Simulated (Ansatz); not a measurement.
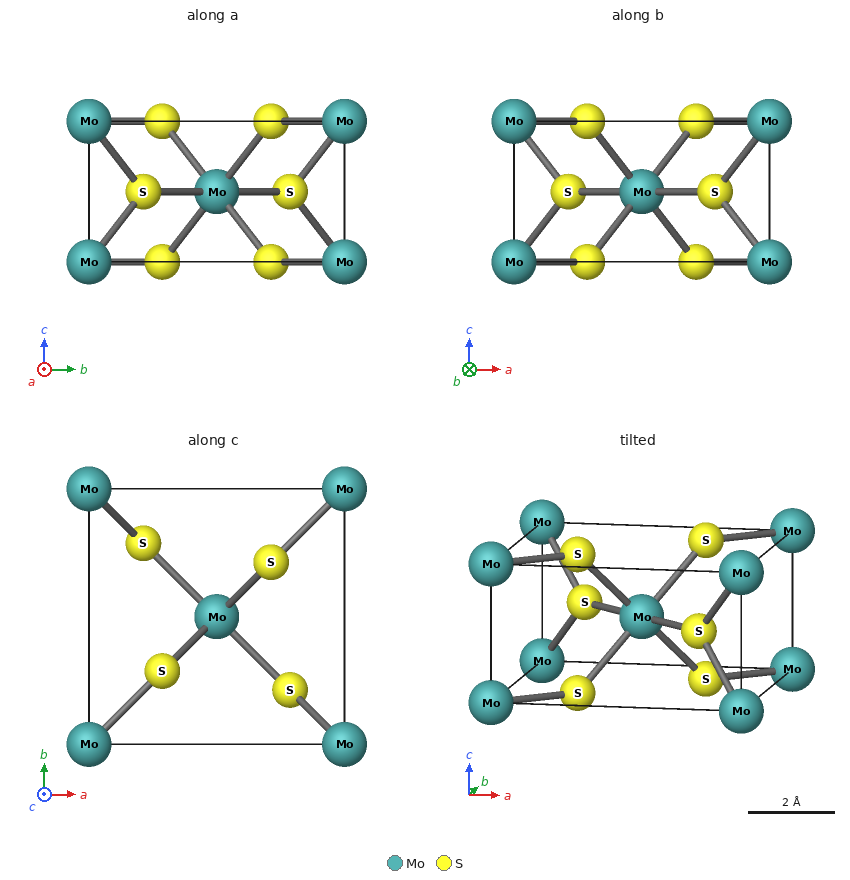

The crystal in a ball-and-stick representation, seen along the a axis, along the b axis, along the c axis and slightly off an axis. The frame is the conventional unit cell; atoms at its boundary are shown with their periodic copies.

Lattice parameters: a = 5.9894 Å, b = 5.9894 Å, c = 3.2955 Å, α = 90.000°, β = 90.000°, γ = 90.000°.

### Express the structure as a CIF in P1 with every atom of the cell, with free fractional coordinates to two decimals.

```cif
data_structure
_symmetry_space_group_name_H-M 'P 1'
_symmetry_Int_Tables_number 1
_cell_length_a 5.9894
_cell_length_b 5.9894
_cell_length_c 3.2955
_cell_angle_alpha 90.000
_cell_angle_beta 90.000
_cell_angle_gamma 90.000
_cell_volume 118.22
loop_
_atom_site_label
_atom_site_type_symbol
_atom_site_fract_x
_atom_site_fract_y
_atom_site_fract_z
_atom_site_occupancy
Mo1 Mo 0.00 0.00 0.00 1
Mo2 Mo 0.50 0.50 0.50 1
S1 S 0.29 0.29 0.00 1
S2 S 0.71 0.71 0.00 1
S3 S 0.79 0.21 0.50 1
S4 S 0.21 0.79 0.50 1
```

It goes back to a structure type filled with these elements by a generator (whether the compound takes this form wasn't checked). The cell was then strained or its atoms displaced on purpose. It was run through Ansatz as a DFT input.

At this level of theory the cell isn't at rest (stretched, at -7 GPa), so its distances can differ from those at equilibrium, the more so the softer the solid.
